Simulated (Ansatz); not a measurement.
## Geometry relaxation of Ge (part 2 of 2)

Ge (P6/mmm, 3 atoms in the cell); DFT, LDA, PAW with Ansatz's default frozen-core files, scalar-relativistic, no spin polarisation (Ansatz 0.2.0); cutoff 420 eV, 9×9×13 k-mesh, Fermi–Dirac smearing of 0.08 eV. The structure was built on a prototype by a generator; it need not be a known phase. Its volume is 0.60 times that of the source entry. It belongs to a series of runs on one base structure; here: omega relaxed under pressure, PAW files.

Geometry of the input (Å; fractional positions):
```
3.9121  0.0000  0.0000
-1.9561  3.3880  0.0000
0.0000  0.0000  2.4255
Ge 0.0000  0.0000  0.0000
Ge 0.3333  0.6667  0.5000
Ge 0.6667  0.3333  0.5000
```

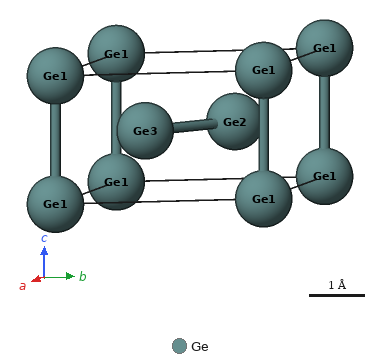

**Figure 1.** The geometry at step 2 of the log (ball-and-stick view of the cell of the calculation, seen slightly off an axis; atoms are numbered from 1 in the order of the input).

## What the program printed, continued
```
relax step   4: F+E_penalty+E_count = -12640.91301149 eV  Δ(F+E_penalty+E_count) = -1.066e-1 eV  max|allowed force component| = 4.009e-17 eV/Å  Δτ_max = 0.0000 Å  P = +128.775 GPa  Ω = 32.236 Å³  energy of the carried Pulay correction = -1.502e-4 eV  (7 SCF iters, accepted)
Crystal: 3 atoms, lattice volume = 32.182 Å³
iter 1 solved again at ethr=1.93e-7 eV; its pass at ethr=3.10e-3 eV (dr2=8.09e-5 eV) is discarded
SCF iter   1: F=—  HF=-12640.871221 eV  |F-HF|=—  |Δ(HF+E_count)|=         —  Δρ=5.31e-4  dr2=7.66e-5  ethr=1.93e-7  ⟨swp⟩=2.0  Hψ=10699  notcnv=0
preconditioner: auto → none  [metal: Δε(μ)=0.018 eV  Ē_g=25.812 eV  σ=0.080 eV  W_gap=0.06  n_scr=8 (ndim 8)  ℏωp=42.4 eV  f_vac=0.000  D(μ)=0.89/eV (n_scr^D=6)]
SCF iter   2: F=—  HF=-12640.871193 eV  |F-HF|=—  |Δ(HF+E_count)|=   2.84e-5  Δρ=1.96e-4  dr2=9.93e-6  ethr=1.82e-7  ⟨swp⟩=1.6  Hψ=2265  notcnv=0
SCF iter   3: F=-12640.871189 eV  HF=-12640.871189 eV  |F-HF|=8.08e-8  |Δ(HF+E_count)|=   4.05e-6  Δρ=1.65e-5  dr2=7.74e-8  ethr=7.14e-10  ⟨swp⟩=3.4  Hψ=9092  notcnv=0
SCF 5 converged in 3 iterations: F = -12640.871189 eV  dr2 = 7.74e-8
relax step   5: F+E_penalty+E_count = -12640.87118851 eV  Δ(F+E_penalty+E_count) = +4.182e-2 eV  max|allowed force component| = 7.401e-17 eV/Å  Δτ_max = 0.0000 Å  P = +129.648 GPa  Ω = 32.182 Å³  energy of the carried Pulay correction = -1.031e-4 eV  (3 SCF iters, dr2 threshold 3.00e-7 eV, accepted)
Crystal: 3 atoms, lattice volume = 32.161 Å³
iter 1 solved again at ethr=1.18e-9 eV; its pass at ethr=3.10e-3 eV (dr2=4.94e-7 eV) is discarded
SCF iter   1: F=—  HF=-12640.854339 eV  |F-HF|=—  |Δ(HF+E_count)|=         —  Δρ=3.76e-5  dr2=3.26e-7  ethr=1.18e-9  ⟨swp⟩=2.0  Hψ=10628  notcnv=0
preconditioner: auto → none  [metal: Δε(μ)=0.019 eV  Ē_g=25.818 eV  σ=0.080 eV  W_gap=0.06  n_scr=8 (ndim 8)  ℏωp=42.4 eV  f_vac=0.000  D(μ)=0.89/eV (n_scr^D=6)]
SCF iter   2: F=-12640.854339 eV  HF=-12640.854339 eV  |F-HF|=3.09e-9  |Δ(HF+E_count)|=   6.94e-8  Δρ=1.71e-5  dr2=5.27e-8  ethr=7.14e-10  ⟨swp⟩=2.1  Hψ=8317  notcnv=0
SCF 6 converged in 2 iterations: F = -12640.854339 eV  dr2 = 5.27e-8
relax step   6: F+E_penalty+E_count = -12640.85433884 eV  Δ(F+E_penalty+E_count) = +1.685e-2 eV  max|allowed force component| = 5.243e-17 eV/Å  Δτ_max = 0.0000 Å  P = +130.003 GPa  Ω = 32.161 Å³  energy of the carried Pulay correction = -8.787e-5 eV  (2 SCF iters, dr2 threshold 3.00e-7 eV, accepted)
Initial wavefunctions: pseudopotential atomic-orbital guess (no wavefunctions were taken with the density)
iter 1 solved again at ethr=1.35e-7 eV; its pass at ethr=3.10e-3 eV (dr2=5.68e-5 eV) is discarded
SCF iter   1: F=—  HF=-12640.854260 eV  |F-HF|=—  |Δ(HF+E_count)|=         —  Δρ=1.49e-3  dr2=1.50e-5  ethr=1.35e-7  ⟨swp⟩=2.6  Hψ=13695  notcnv=0
SCF iter   2: F=—  HF=-12640.854452 eV  |F-HF|=—  |Δ(HF+E_count)|=   1.93e-4  Δρ=7.43e-4  dr2=3.76e-6  ethr=3.58e-8  ⟨swp⟩=1.0  Hψ=2184  notcnv=0
SCF iter   3: F=—  HF=-12640.854512 eV  |F-HF|=—  |Δ(HF+E_count)|=   5.93e-5  Δρ=8.03e-6  dr2=3.27e-8  ethr=8.95e-9  ⟨swp⟩=1.0  Hψ=2184  notcnv=0
SCF iter   4: F=—  HF=-12640.854512 eV  |F-HF|=—  |Δ(HF+E_count)|=   1.77e-8  Δρ=1.10e-6  dr2=2.43e-10  ethr=7.79e-11  ⟨swp⟩=2.0  Hψ=3952  notcnv=0
SCF iter   5: F=-12640.854512 eV  HF=-12640.854512 eV  |F-HF|=1.09e-11  |Δ(HF+E_count)|=  6.55e-11  Δρ=1.68e-7  dr2=2.73e-12  ethr=1.00e-12  ⟨swp⟩=4.2  Hψ=7031  notcnv=0
SCF 7 converged in 5 iterations: F = -12640.854512 eV  dr2 = 2.73e-12
relax step   7: F+E_penalty+E_count = -12640.85451178 eV  Δ(F+E_penalty+E_count) = -1.729e-4 eV  max|allowed force component| = 4.626e-17 eV/Å  Δτ_max = 0.0000 Å  P = +129.996 GPa  Ω = 32.161 Å³  stress off target by 1.54e-2 GPa  SCF on the basis re-selected at this cell (its energy is not comparable with the rows above)  (5 SCF iters)
basis re-selected at this cell: Δ(F+E_penalty+E_count) = -1.729e-4 eV, ΔP = -0.007 GPa vs the last step (what re-selecting the basis moved, of the pressure what is left beyond the Pulay correction that the steps carried, after the strain that the cell walked since its last selection, with what the two solves' SCF thresholds leave and, on support functions, any second-order correction that the steps lacked; it is no measure of the basis error at this ecutwfc). The dense FFT grid was sized anew with the basis: this SCF ran on 27×27×16 points, the steps before it on 27×27×18, so part of this shift can come from that change (see relax.cell in the input reference). This SCF's stress stands 1.54e-2 GPa from its target on what of the cell is left free (relax.cell.stress_tol is 6.50e-2 GPa) and its largest allowed force component is 4.63e-17 eV/Å (relax.f_tol is 5.00e-3 eV/Å): within both
SCF converged after 5 iterations
Free energy (F): -12640.854512 eV
Harris-Foulkes:  -12640.854512 eV  (|F-HF|=1.09e-11)
Internal energy: -12640.836355 eV  (E = F + TS)
E sigma→0 (E₀):  -12640.845433 eV
Entropy (-TS):   -0.018157 eV (-6.052 meV/atom)
Fermi energy:    21.958466 eV
--- Per-component energies (eV) ---
  E_band       = 63.161402
  E_kinetic    = 370.004989
  E_local      = -4955.938176  (includes V_loc(G=0)·N_el)
  E_nonlocal   = 1269.857022
  E_hartree    = 2269.639526
  E_xc         = -243.382344
  E_vxc        = -217.979051  (∫ρ·V_xc dr)
  E_paw        = -5819.870801  (= ΣΔE_a)
  E_vpaw       = -942.063093  (= ΣTr[D̂ρ^β])
  E_aug_tail   = 0.000784  (compensation charges beyond the density's cutoff)
  E_ewald      = -5536.872334
  E_core_change = 5.724979  (= ΣΔE_core)
  E_smearing   = -0.018157  (= −TS)
  E_closure    = 0.000000  (closes the sum)
  Σ components = -12640.854512   (vs F -12640.854512, Δ=0.00e0)
--- Forces (eV/Å), atoms counted from 1 ---
  atom   1  Ge     0.00000000     0.00000000     0.00000000
  atom   2  Ge     0.00000000     0.00000000     0.00000000
  atom   3  Ge    -0.00000000     0.00000000     0.00000000
  max |Σ_I F_I| component: 2.78e-17 eV/Å
--- Stress (GPa, compression-positive) ---
      130.001835      -0.000000       0.000000
       -0.000000     130.001835       0.000000
        0.000000       0.000000     129.984610
  P = ⅓ Tr σ = 129.9961 GPa (1299.961 kbar)
--- Band table (eV; the first three rows and the last of 84) ---
  k-point 0: bands = ["-4.1775", "-3.9432", "-3.8039", "-3.7330", "-3.7330", "-3.6847", "-3.6847", "-3.5723", "-3.5723", "-3.5618", "-3.5618", "-3.4942", "-3.4942", "-3.2705", "-3.2705", "2.5083", "15.5206", "15.7413", "15.8309", "15.8309", "15.9041", "15.9041", "28.5942", "33.1330", "37.9822", "37.9822"]
  k-point 1: bands = ["-4.1400", "-3.9093", "-3.7631", "-3.7310", "-3.7310", "-3.7062", "-3.7062", "-3.6350", "-3.6350", "-3.5162", "-3.5162", "-3.4890", "-3.4890", "-3.2825", "-3.2825", "2.6749", "15.6581", "15.8767", "15.9968", "15.9968", "16.0837", "16.0837", "26.2864", "35.6592", "37.5119", "37.6629"]
  k-point 2: bands = ["-4.0362", "-3.8165", "-3.7668", "-3.7668", "-3.7209", "-3.7209", "-3.7160", "-3.7160", "-3.6496", "-3.4863", "-3.4863", "-3.4778", "-3.4778", "-3.3116", "-3.3116", "3.1782", "16.0753", "16.2857", "16.4872", "16.4872", "16.6183", "16.6183", "22.8286", "34.3167", "35.0996", "35.3017"]
  k-point 83: bands = ["-3.9627", "-3.9253", "-3.8711", "-3.8711", "-3.7730", "-3.7730", "-3.6860", "-3.6860", "-3.5736", "-3.5736", "-3.5211", "-3.3123", "-3.2418", "-3.1577", "-3.1577", "12.6599", "13.0550", "13.0550", "15.2875", "15.2875", "15.6051", "24.2790", "25.7738", "25.7738", "28.1040", "28.1040"]
--- Relaxed structure (6 steps of the walk, 5 accepted, 1 SCFs on fresh bases) ---
  F+E_penalty+E_count = -12640.85451178 eV   max|allowed force component| = 4.626e-17 eV/Å   (the final SCF, on the basis selected at the relaxed cell)
  cell:  # Å, volume = 32.1613 Å³
    - [3.9813274469149085, -2.937827475103031e-11, 0.0]
    - [-1.9906637234320117, 3.447930709827241, 0.0]
    - [0.0, 0.0, 2.3428635908803157]
  atoms:
    - { symbol: Ge, position: [-1.8948628886448782e-35, -3.789725777338193e-35, 0.0] }
    - { symbol: Ge, position: [0.3333333333333333, 0.6666666666666666, 0.5] }
    - { symbol: Ge, position: [0.6666666666666666, 0.3333333333333333, 0.5] }
```

## Trajectory as extended XYZ (Å, eV, eV/Å), 7 frames, from step=1 to step=7
```
3
Lattice="3.9121 0.0000 0.0000 -1.9561 3.3880 0.0000 0.0000 0.0000 2.4255" Properties=species:S:1:pos:R:3:forces:R:3 step=1 energy=-12640.74303 pressure_GPa=130.79
Ge    0.0000    0.0000    0.0000    0.0000   0.0000   0.0000
Ge    0.0000    2.2587    1.2128    0.0000   0.0000   0.0000
Ge    1.9561    1.1293    1.2128    0.0000   0.0000   0.0000
3
Lattice="3.9491 0.0000 0.0000 -1.9745 3.4200 0.0000 0.0000 0.0000 2.3793" Properties=species:S:1:pos:R:3:forces:R:3 step=2 energy=-12640.80645 pressure_GPa=130.58
Ge    0.0000    0.0000    0.0000    0.0000   0.0000   0.0000
Ge    0.0000    2.2800    1.1897    0.0000   0.0000   0.0000
Ge    1.9745    1.1400    1.1897    0.0000   0.0000   0.0000
3
Lattice="4.0211 0.0000 0.0000 -2.0106 3.4824 0.0000 0.0000 0.0000 2.2866" Properties=species:S:1:pos:R:3:forces:R:3 step=3 energy=-12640.68272 pressure_GPa=133.13 accepted=F
Ge    0.0000    0.0000    0.0000    0.0000   0.0000   0.0000
Ge    0.0000    2.3216    1.1433    0.0000   0.0000   0.0000
Ge    2.0106    1.1608    1.1433    0.0000   0.0000   0.0000
3
Lattice="3.9915 0.0000 0.0000 -1.9958 3.4568 0.0000 0.0000 0.0000 2.3363" Properties=species:S:1:pos:R:3:forces:R:3 step=4 energy=-12640.91301 pressure_GPa=128.78
Ge    0.0000    0.0000    0.0000    0.0000   0.0000   0.0000
Ge    0.0000    2.3045    1.1681    0.0000   0.0000   0.0000
Ge    1.9958    1.1523    1.1681    0.0000   0.0000   0.0000
3
Lattice="3.9822 0.0000 0.0000 -1.9911 3.4487 0.0000 0.0000 0.0000 2.3434" Properties=species:S:1:pos:R:3:forces:R:3 step=5 energy=-12640.87119 pressure_GPa=129.65
Ge    0.0000    0.0000    0.0000    0.0000   0.0000   0.0000
Ge    0.0000    2.2991    1.1717    0.0000   0.0000   0.0000
Ge    1.9911    1.1496    1.1717    0.0000   0.0000   0.0000
3
Lattice="3.9813 0.0000 0.0000 -1.9907 3.4479 0.0000 0.0000 0.0000 2.3429" Properties=species:S:1:pos:R:3:forces:R:3 step=6 energy=-12640.85434 pressure_GPa=130.00
Ge    0.0000    0.0000    0.0000    0.0000   0.0000   0.0000
Ge    0.0000    2.2986    1.1714    0.0000   0.0000   0.0000
Ge    1.9907    1.1493    1.1714    0.0000   0.0000   0.0000
3
Lattice="3.9813 0.0000 0.0000 -1.9907 3.4479 0.0000 0.0000 0.0000 2.3429" Properties=species:S:1:pos:R:3:forces:R:3 step=7 energy=-12640.85451 pressure_GPa=130.00
Ge    0.0000    0.0000    0.0000    0.0000   0.0000   0.0000
Ge    0.0000    2.2986    1.1714    0.0000   0.0000   0.0000
Ge    1.9907    1.1493    1.1714    0.0000   0.0000   0.0000
```

## Summary

```tsv
quantity	value
outcome	converged
space group (tolerance 0.01 Å)	P6/mmm (191)
electrons treated	42
free energy	−12640.8545 eV
Fermi energy	21.958 eV
pressure	130.00 GPa
final volume	32.16 Å³
largest force (length of the vector) at the end	under 0.001 eV/Å
final cell	a = 3.981 Å, b = 3.981 Å, c = 2.343 Å, α = 90.00°, β = 90.00°, γ = 120.00°
hardware	1 thread of Arm Neoverse V1, 24 GiB of memory available, shared host
wall time	27 s
peak memory	0.34 GiB
```

The cell was relaxed to the target pressure of the input; what is minimised is then the enthalpy E + pV.
